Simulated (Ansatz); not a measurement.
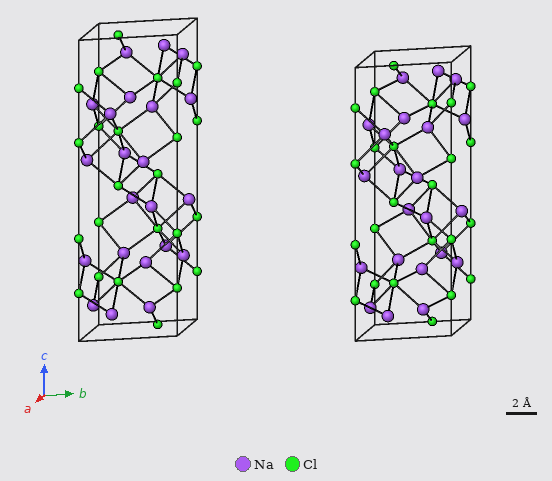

Two geometries of crystalline Na$_{3}$Cl$_{2}$ (built on the corundum_167 type), drawn at one scale. One is the start of a relaxation, the other its converged end. The picture is a ball-and-stick view of the conventional cell (3 times the calculation's cell), seen slightly off an axis. Lengths and directions refer to the drawn axes.

These are results of DFT PBE, scalar-relativistic, plane waves, PAW (Ansatz), not measurements. Set-up: plane-wave cutoff 420 eV; k-point mesh 6 × 6 × 6; occupations gaussian; smearing width 0.01 eV; no spin polarisation; cell and atoms relaxed; force threshold 0.01 eV/Å; at most 80 steps.

Q: Which geometry has the lower energy?

A: The left one is the relaxed one. Case: anti-corundum type (R-3c, No. 167). The energy falls by 0.528 eV per cell of the calculation in 5 accepted moves (7 points after the start). The largest force component goes from 0.32 to 0.00081 eV/Å. Pressure: 3.35 GPa at the start and −0.01 GPa at the end. At 2 points the geometry stayed and the basis and grid were re-selected for the new cell (energy shift of 3.3 meV per cell of the calculation at most each time). The largest moves relative to the cell, 0.24 Å, are those of Cl atoms. Largest moves by element: Cl 0.24 Å, Na 0.09 Å. The volume changes by +15.6 %, with a = b 6.866 → 7.033 Å (+2.4 %), c 18.746 → 20.652 Å (+10.2 %). Some distances before and after: Cl–Na 2.676 → 2.867 Å, Cl–Na 2.844 → 2.918 Å. Among the angles between lasting bonds that change: Na–Cl–Na 164.2° → 173.1°, Na–Cl–Na 101.2° → 92.9°, Cl–Na–Cl 120.4° → 127.1°. The space group stays R-3c (No. 167).
